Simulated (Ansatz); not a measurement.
## Electronic structure of ScAl₃ in real space

The calculation's input:

```
crystal:
  lattice:
    - [-4.0712986161, 0.0, -4.0712986161]
    - [0.0, -4.0712986161, -4.0712986161]
    - [-4.0712986161, -4.0712986161, 0.0]
  atoms:
    - { symbol: Sc, position: [0.0, 0.0, -0.0193559227] }
    - { symbol: Sc, position: [0.5, 0.5, 0.4806440773] }
    - { symbol: Al, position: [-0.0239377524, 0.5239377524, 0.5187293553] }
    - { symbol: Al, position: [0.4760622476, 0.0239377524, 0.0187293553] }
    - { symbol: Al, position: [0.0239377524, 0.4760622476, 0.0187293553] }
    - { symbol: Al, position: [0.5239377524, -0.0239377524, 0.5187293553] }
    - { symbol: Al, position: [0.5, 0.5, -0.0052083972] }
    - { symbol: Al, position: [1.0, 1.0, 0.4947916028] }
basis:
  ecutwfc: 420
kpoints:
  mp_grid: { grid: [10, 10, 10] }
hamiltonian:
  xc: pbesol
scf:
  occupations: { method: gaussian, width: 0.15 }
output:
  forces: true
  stress: true
  eigenvalues: true
  write_density: true
  write_potential: true
  elf: true
  volumetric_format: npy
```

Command:

```sh
ansatz run input.yaml --threads 2 --pin off --max-ram 5120MiB --backend cpu --events-out ev --progress --plain --runs-dir out
```

Space group Amm2; a structure from a database of computed crystals, not necessarily the ambient phase; not relaxed (largest force 1.1 eV/Å).

Computed with DFT PBEsol, scalar-relativistic, plane waves, PAW in Ansatz 0.2.0.

In a PAW calculation such maps are meaningful between the atoms, not at the nuclei.

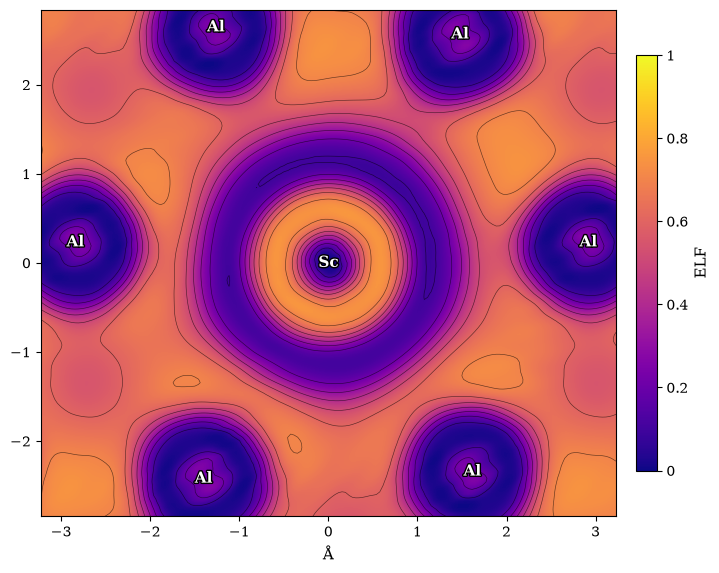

Figure 1. Electron localisation function on the (010) plane of the calculation cell.

What do the fields say about this system?

Answer.
- Atoms in the plane: Sc and Al.
- Sc–Al (2.80 Å): the ELF peaks at about 0.65 in the valence shell of Al, 1.0 Å from its nucleus, and is about 0.30 at the midpoint.
- Al–Al (2.74 Å): the ELF peaks at about 0.75 between the atoms.
- Sc–Al (2.85 Å): the ELF peaks at about 0.65 in the valence shell of Al, 1.0 Å from its nucleus, and is about 0.30 at the midpoint.
- Al–Al (2.89 Å): the ELF peaks at about 0.70 between the atoms.
- Sc–Al (2.93 Å): the ELF peaks at about 0.55 in the valence shell of Al, 1.1 Å from its nucleus, and is about 0.30 at the midpoint; no localised pair shows between them.
- The features right at Sc lie inside the PAW spheres, where the map follows smoothed inner orbitals and isn't to be read closely.

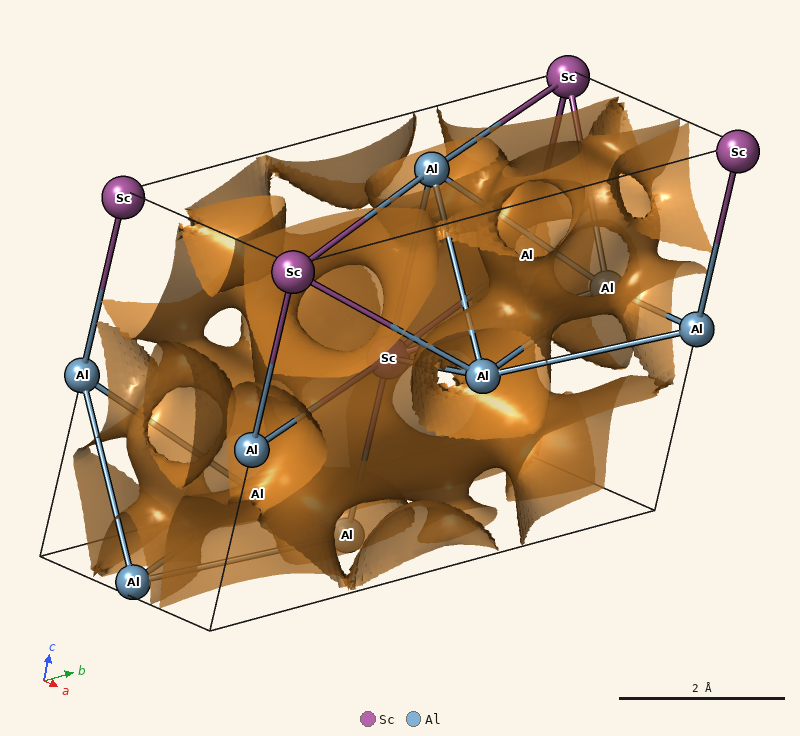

Figure 2. Isosurface of the electron localisation function at 0.55 (orange), seen slightly off an axis. Only the valence region is drawn (cores and ρ < 0.01 e/Å³ removed). Sticks mark near contacts.

Describe the localisation domains.

Answer. The surface consists of one network that runs through the whole crystal, counted in one cell of 8 atoms. Regions shared between cells count once. Along the contacts the grid gives the following. Al–Al (2.60 Å): the ELF peaks at about 0.75 between the atoms.

Does the calculation make it a metal, or give it a gap?

Answer. It is gapless in this calculation (a metal or semimetal).
